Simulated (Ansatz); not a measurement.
This input was run:

```
crystal:
  lattice:
    - [3.0955948737, 0.0, 0.0]
    - [0.0, 3.0955948737, 0.0]
    - [0.0, 0.0, 3.0955948737]
  atoms:
    - { symbol: Hg, position: [0.5, 0.5, 0.5] }
basis:
  ecutwfc: 420
kpoints:
  mp_grid: { grid: [18, 18, 18] }
  band_path:
    path:
      - [[0.0, 0.0, 0.0], [0.0, 0.5, 0.0], [0.5, 0.5, 0.0], [0.0, 0.0, 0.0], [0.5, 0.5, 0.5], [0.0, 0.5, 0.0]]
      - [[0.5, 0.5, 0.5], [0.5, 0.5, 0.0]]
    npoints: 14
hamiltonian:
  xc: pbe
scf:
  occupations: { method: gaussian, width: 0.1 }
  n_extra_bands: 6
output:
  forces: true
  stress: true
  eigenvalues: true
  populations: true
  dos: { projected: true, de: 0.02, nscf_kmesh: { grid: [22, 22, 22] } }
  bader: true
  write_density: true
  write_potential: true
  elf: true
  volumetric_format: npy
```

Command:
```bash
ansatz run input.yaml --threads 1 --pin off --max-ram 2048MiB --backend cpu --events-out ev --progress --plain --runs-dir out
```

What will the band structure and density of states look like? The path is Γ–X–M–Γ–R–X|R–M.

A metal: 2 bands cross the Fermi level along this path. Bands cross the Fermi level on Γ–X, X–M, M–Γ, Γ–R and R–X, and not on R–M. The density of states at the Fermi level is about 0.31 per eV and cell (mean within 0.25 eV).

The structure is an invented one, so it need not be a known or stable phase. Spin-orbit coupling is left out, which matters for Hg.

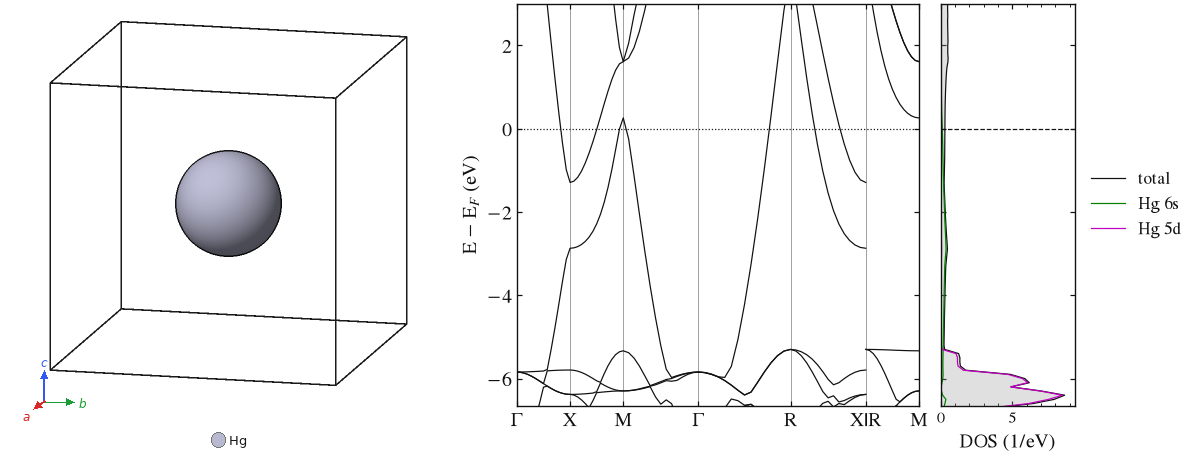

Band structure and density of states, beside the structure. Energies are counted from the Fermi level. The partial curves are projected on Löwdin-orthogonalised atomic shells; they sum to less than the total at higher energies, where shells without a projector contribute.
